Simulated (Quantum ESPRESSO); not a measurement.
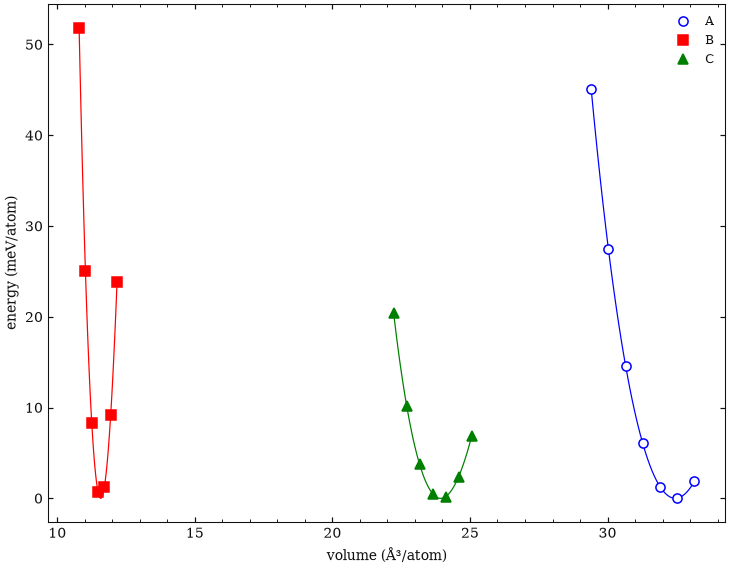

The plot gives the computed energy against volume, with one curve for each compound, for AgBr, HfN and SnTe (all in space group Fm-3m (No. 225)). The labels are replaced by letters.

Method: plane-wave DFT, no spin polarisation; energies at scaled volumes of the given cell, shape and fractions fixed, counted from the fit's minimum, third-order Birch-Murnaghan fit (Quantum ESPRESSO 7.5). Level: rev-vdW-DF2.

occupations Fermi–Dirac; smearing width 0.05 eV; potentials PseudoDojo 0.4.1 SR PBE standard.

Q: Which letter stands for which compound?

A: A: SnTe; B: HfN; C: AgBr.

Keep in mind: potentials made for another functional.
